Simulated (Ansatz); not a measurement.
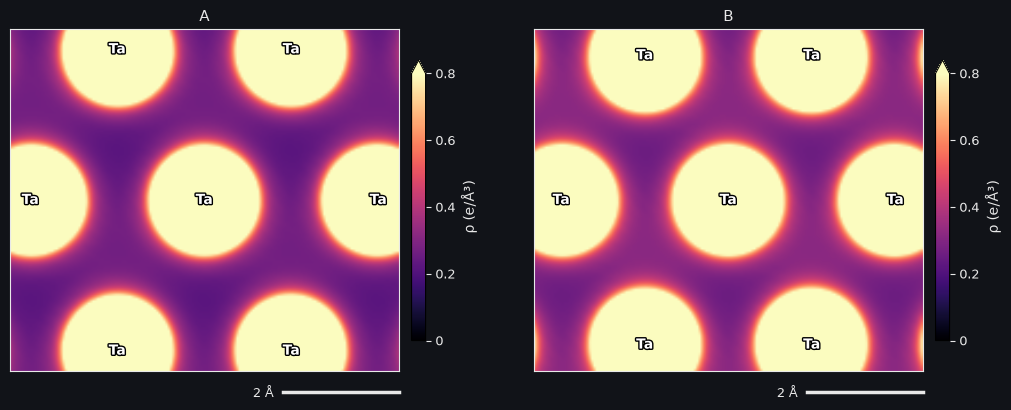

Ta. The valence charge density (pseudo) of two cells that differ in size, on the (001) plane of each (indices in the axes of the calculation cell), at one length scale and on one colour scale; one has 17.6 and the other 19.9 Å³ an atom.

Computed with Ansatz 0.2.0, DFT, RPBE, plane waves (420 eV) with PAW, scalar-relativistic.

The larger cell:

```
Ta
1.0
     2.99908    0.00000    0.00000
    -1.49954    2.59728    0.00000
     0.00000    0.00000   10.21509
Ta
4
Direct
  0.00000 0.00000 0.00000
  0.00000 0.00000 0.50000
  0.33333 0.66667 0.25000
  0.66667 0.33333 0.75000
```

The smaller cell: a = 2.879 Å, b = 2.879 Å, c = 9.806 Å, α = 90.00°, β = 90.00°, γ = 120.00°.

> Which is the denser cell? Describe the effect of the change.

Panel B is the smaller cell, by 12 % in volume. From the larger cell to the smaller, Ta–Ta goes from 3.00 to 2.88 Å, and the density at its midpoint from 0.26 to 0.3 e/Å³; the pressure goes from −7 to 18 GPa.
